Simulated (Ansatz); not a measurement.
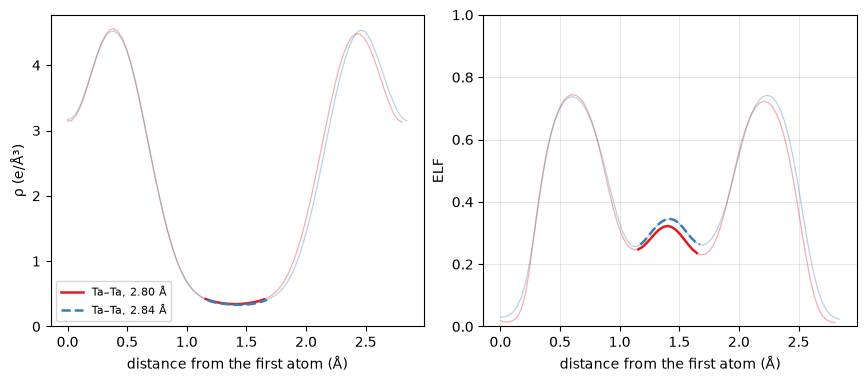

The picture shows: Ta (slab). Valence pseudo-density and ELF along straight lines between neighbouring atoms. Thin, pale parts lie inside the atomic spheres.

Computed without spin polarisation.

Theory: DFT PBE+D3(BJ), scalar-relativistic, plane waves, PAW (Ansatz).

In a PAW calculation such maps are meaningful between the atoms, not at the nuclei.

```
CELL_PARAMETERS angstrom
8.53454 0.00000 0.00000
-2.84485 8.04644 0.00000
0.00000 0.00000 20.64562
ATOMIC_POSITIONS crystal
Ta 0.16667 0.16667 0.38749
Ta 0.16667 0.50000 0.38749
Ta 0.16667 0.83333 0.38749
Ta 0.50000 0.16667 0.38749
Ta 0.50000 0.50000 0.38749
Ta 0.50000 0.83333 0.38749
Ta 0.83333 0.16667 0.38749
Ta 0.83333 0.50000 0.38749
Ta 0.83333 0.83333 0.38749
Ta 0.33333 0.33333 0.49783
Ta 0.33333 0.66667 0.49783
Ta 0.33333 0.00000 0.49783
Ta 0.66667 0.33333 0.49783
Ta 0.66667 0.66667 0.49783
Ta 0.66667 0.00000 0.49783
Ta 0.00000 0.33333 0.49783
Ta 0.00000 0.66667 0.49783
Ta 0.00000 0.00000 0.49783
Ta 0.50000 0.50000 0.60795
Ta 0.50000 0.83333 0.60795
Ta 0.50000 0.16667 0.60795
Ta 0.83333 0.50000 0.60795
Ta 0.83333 0.83333 0.60795
Ta 0.83333 0.16667 0.60795
Ta 0.16667 0.50000 0.60795
Ta 0.16667 0.83333 0.60795
Ta 0.16667 0.16667 0.60795
```

Q: What can be read from the curves?

A: Ta–Ta (2.80 Å): the density is about 0.34 e/Å³ at the midpoint; the ELF is about 0.30 at the midpoint.
Ta–Ta (2.84 Å): ρ is about 0.33 e/Å³ halfway; the ELF is about 0.35 at the midpoint.
